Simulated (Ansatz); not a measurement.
```
CELL_PARAMETERS angstrom
5.60826 0.00000 0.00000
0.00000 5.60826 0.00000
0.00000 0.00000 11.09856
ATOMIC_POSITIONS crystal
Ga 0.00000 0.00000 0.50000
Ga 0.50000 0.50000 0.00000
Ga 0.50000 0.00000 0.25000
Ga 0.00000 0.50000 0.75000
Cu 0.00000 0.00000 0.00000
Cu 0.50000 0.50000 0.50000
Cu 0.00000 0.50000 0.25000
Cu 0.50000 0.00000 0.75000
Se 0.24636 0.25000 0.12500
Se 0.74636 0.75000 0.62500
Se 0.75000 0.25364 0.37500
Se 0.25000 0.75364 0.87500
Se 0.25364 0.25000 0.62500
Se 0.75364 0.75000 0.12500
Se 0.25000 0.74636 0.37500
Se 0.75000 0.24636 0.87500
```

Space group I-42d; started from the measured structure prototype, which need not be the ambient phase; computed pressure about 3 GPa in this cell.

Theory: DFT, PBE with spin-orbit coupling, plane waves, PAW (Ansatz 0.2.0).

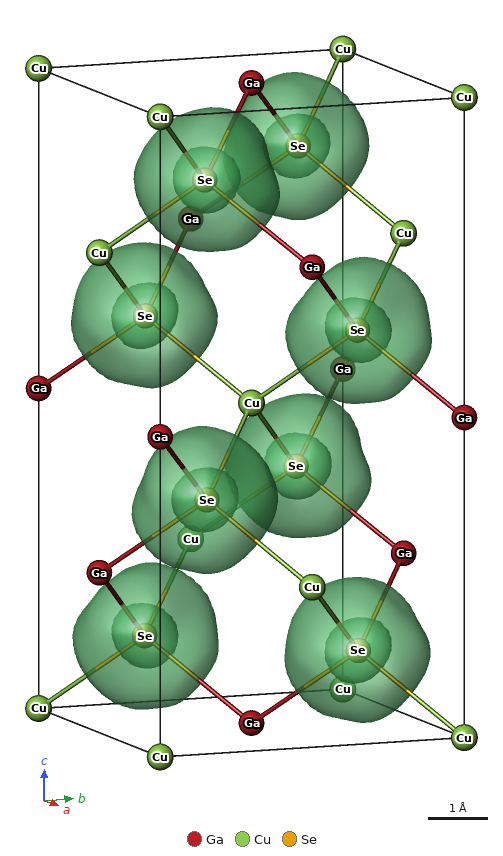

GaCuSe2. Isosurface of the electron localisation function at 0.65 (green), seen slightly off an axis. Core shells and regions of very low density are left out. Sticks mark near contacts.

In a PAW calculation such maps are meaningful between the atoms, not at the nuclei.

### Identify the bonds, lone pairs and shells in this picture.

At this value the surface marks out eight regions on Se in which the atom's valence shell and bonds are merged, counted in one cell of 16 atoms. Regions shared between cells count once.

Values along the shortest contacts:
Cu–Se (2.41 Å): the ELF is about 0.50 at the midpoint. Ga–Se (2.43 Å): the ELF is about 0.70 at the midpoint.
